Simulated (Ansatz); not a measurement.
Start from this file.

```
CELL_PARAMETERS angstrom
3.08320 0.00000 0.00000
0.00000 3.08320 0.00000
0.00000 0.00000 3.08320
ATOMIC_POSITIONS crystal
Cr 0.00000 0.00000 0.00000
Cr 0.50000 0.50000 0.50000
```

**Before looking at a picture, describe the arrangement of atoms.**

The element is chromium. It is body-centred cubic, space group Im-3m (No. 229). It belongs to the family called body-centred cubic (W type). The cell holds two atoms. Around each Cr lie eight Cr in a cubic arrangement at 2.67 Å. The bonds build a three-dimensional framework.

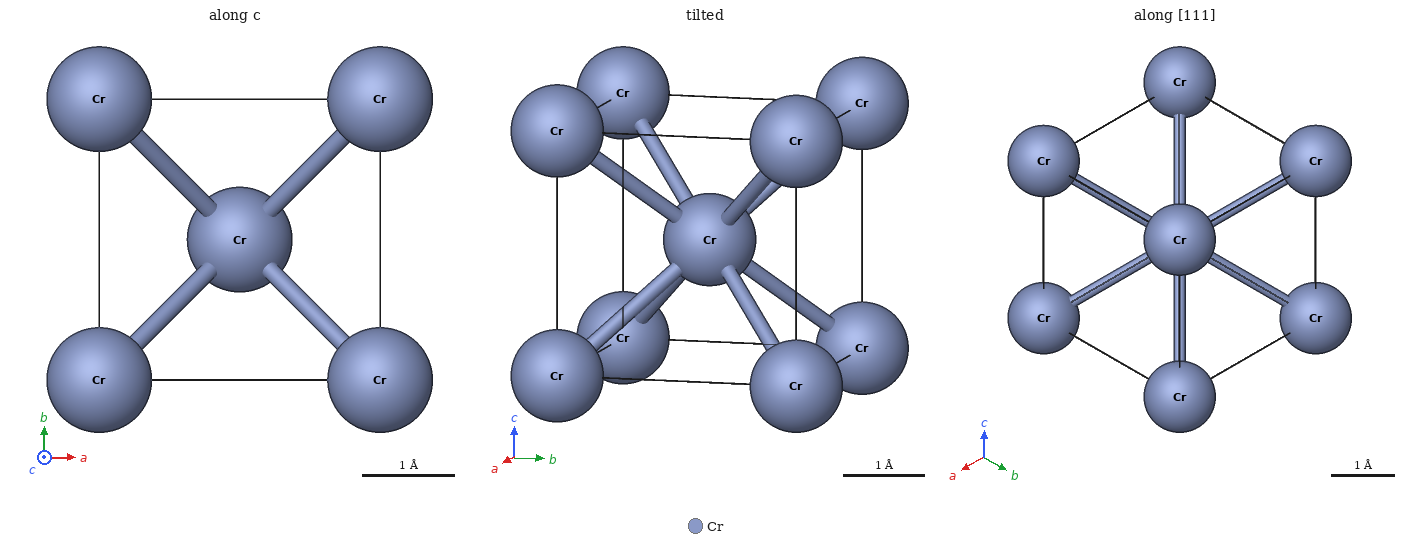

The crystal in a ball-and-stick representation, seen along the c axis, slightly off an axis and along [111]. Thin lines show the conventional unit cell, with boundary atoms drawn in all their periodic places. Colours: chromium light blue.

It goes back to a structure listed in the Materials Project. Earlier steps of the study may have refined or changed the cell and positions. It was run through Ansatz as a DFT input.

At this level of theory the cell isn't at rest (stretched, at -20 GPa), so its distances can differ from those at equilibrium, the more so the softer the solid.
